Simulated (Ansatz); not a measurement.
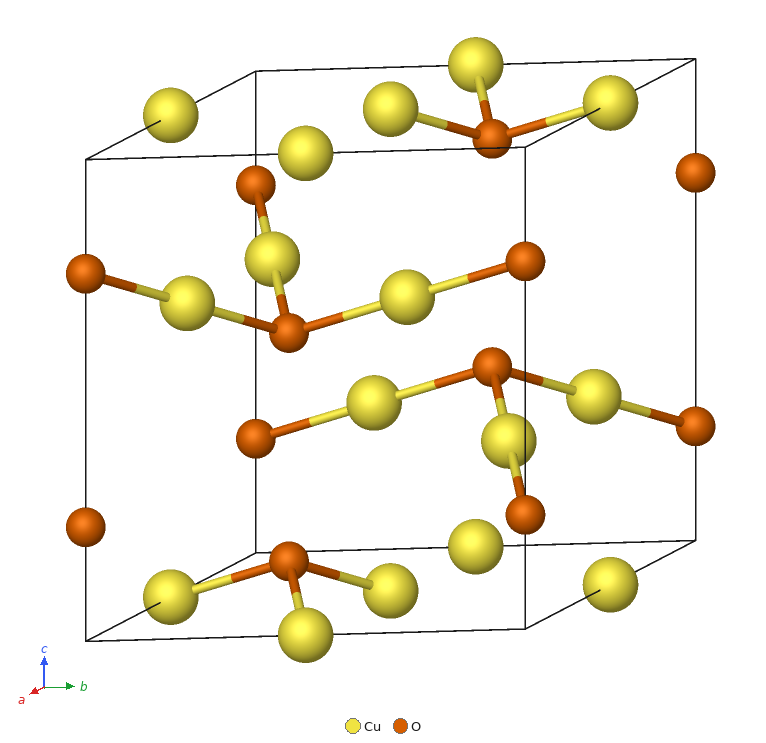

Crystal structure, ball-and-stick style, seen slightly off an axis. The conventional unit cell is outlined; an atom on or near a face, edge or corner is repeated at each equivalent position. Cell: a = 5.93 Å, b = 5.93 Å, c = 6.59 Å, α = 90.00°, β = 90.00°, γ = 120.00°.

Starting structure: a structure type filled with these elements by a generator (whether the compound takes this form wasn't checked). Earlier steps of the study may have refined or changed the cell and positions. It was run through Ansatz as a DFT input.

### Describe the crystal.

Its composition is Cu3O2. The atoms follow space group R-3m (No. 166); the Bravais lattice is rhombohedral (trigonal R). The cell holds 15 atoms (9 Cu, 6 O), Z = 3. Cu is coordinated by two O in a linear arrangement at about 1.8 Å. O is linked to three Cu in a trigonal pyramidal arrangement at about 1.8 Å. Not all metal-metal contacts are counted. The bonds build Cu3O2 layers parallel to (001).

Computational set-up: DFT PBE, scalar-relativistic, plane waves, PAW (Ansatz 0.2.0), plane waves up to 420 eV, k-points about 0.13 Å⁻¹ apart, Gaussian smearing of 0.1 eV, no spin polarisation.

### Does it come out as a metal, or with a gap?

A metal: bands cross the Fermi level.

### List the Bader charges.

Cu +0.67 e; O -1.00 e.

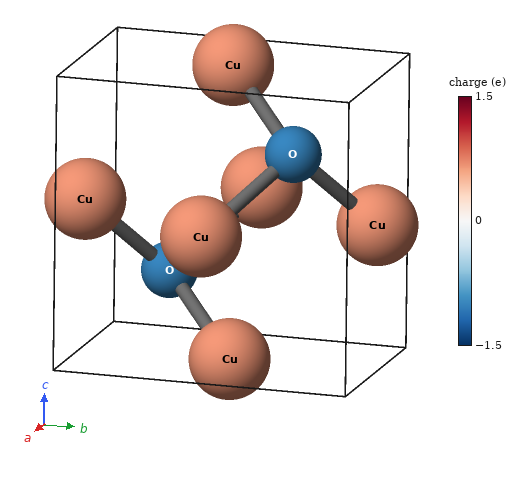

The atoms coloured by those charges. The run's cell of 5 atoms is drawn, so axes and origin can differ from the first picture.

### Can this geometry be taken as optimised?

Yes. All forces vanish to within 0.01 eV/Å. The pressure is 0.0 GPa, close to zero.
